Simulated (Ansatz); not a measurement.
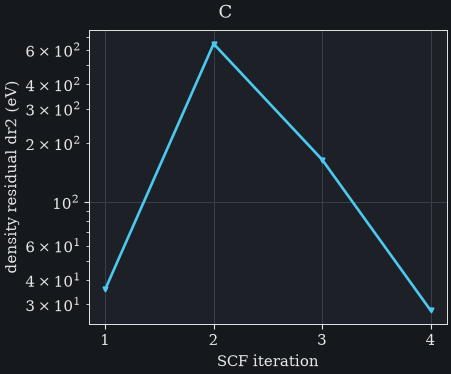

The plot shows the SCF iterations of a calculation: density residual dr2. The starting density is a sum of atomic densities corrected by a trained network.

C (slab, 9 atoms in the cell), run with Ansatz.

```
crystal:
  lattice:
    - [4.64648503, 0.0, 0.0]
    - [-2.32324252, 16.60098648, 0.0]
    - [0.0, 0.0, 48.91803267]
  atoms:
    - { symbol: C, position: [0.039169795, 0.0783395899, 0.3283589092] }
    - { symbol: C, position: [0.5489622436, 0.0979244873, 0.3549610354] }
    - { symbol: C, position: [0.5685471411, 0.1370942823, 0.4081652878] }
    - { symbol: C, position: [0.0783395899, 0.1566791797, 0.4347674139] }
    - { symbol: C, position: [0.0983391528, 0.1966795219, 0.4884477367] }
    - { symbol: C, position: [0.6080958882, 0.2161929013, 0.5144630978] }
    - { symbol: C, position: [0.6288531168, 0.2577114228, 0.5695621573] }
    - { symbol: C, position: [0.1376152981, 0.275236241, 0.5927073799] }
    - { symbol: C, position: [0.3042819647, 0.9419029077, 0.518364186] }
basis:
  ecutwfc: 420
kpoints:
  mp_grid: { grid: [12, 4, 1] }
hamiltonian:
  xc: pbesol
scf:
  occupations: { method: gaussian, width: 0.1 }
  max_iter: 100
output:
  forces: true
  eigenvalues: true
efield:
  axis: 3
  dipole_correction: true
  ramp_width: 0.04
```

Launched with:
```bash
ansatz run input.yaml --threads 2 --pin off --max-ram 5120MiB --backend cpu --events-out ev --progress --plain --runs-dir out
```

Q: Did the calculation converge?

A: It was still iterating, at step 4, when the time limit ended it. The residual goes from 40 at the first step to 28 at the last.

Q: What is the residual at the start and at the end?

A: It starts near 40 and ends near 28 eV.

Q: Why did it fail, and what helps?

A: The input holds a fault, a lattice typed in bohr: crystal.lattice set to [[4.64648503, 0.0, 0.0], [-2.32324252, 16.60098648, 0.0], [0.0, 0.0, 48.91803267]]. The plot doesn't show it to be the cause; the time allowed was short.
